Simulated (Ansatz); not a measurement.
Given this structure:

```
B N
1.0
     3.54565    0.00000    0.00000
     0.00000    3.54565    0.00000
     0.00000    0.00000    3.54565
B N
4 4
Direct
  0.50000 0.00000 0.00000
  0.50000 0.50000 0.50000
  0.00000 0.00000 0.50000
  0.00000 0.50000 0.00000
  0.00000 0.00000 0.00000
  0.00000 0.50000 0.50000
  0.50000 0.00000 0.50000
  0.50000 0.50000 0.00000
```

**What crystal do these data define?**

The material is BN. It is face-centred cubic, space group Fm-3m (No. 225). The prototype is rock salt (NaCl type). Counting shared atoms by their share gives 4 B, 4 N, or 8 atoms. Numbers of contacts at bonding distance: B 6 and N 6.

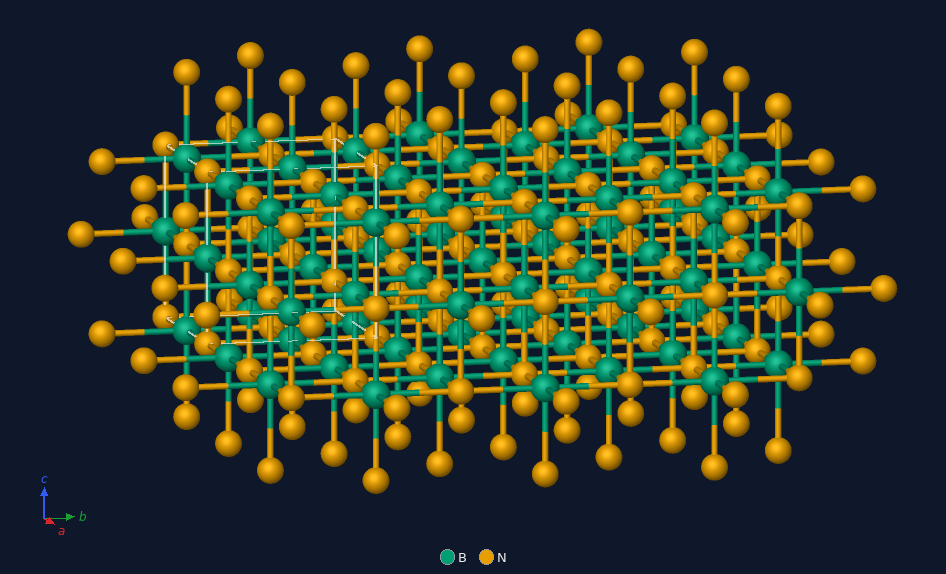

The figure gives a ball-and-stick picture of the atoms, viewed slightly off an axis. The structure is repeated 3×3×1 times; solid lines mark one conventional unit cell. Some neighbours outside the box are added. Colours: boron teal, nitrogen orange.

Origin of the cell: a structure listed in the Materials Project, with elements exchanged, so it need not be a known form of the compound. The cell was then strained or its atoms displaced on purpose. An electronic-structure calculation with Ansatz was run on it.

At this level of theory the cell isn't at rest (stretched, at -19 GPa), so its distances can differ from those at equilibrium, the more so the softer the solid.
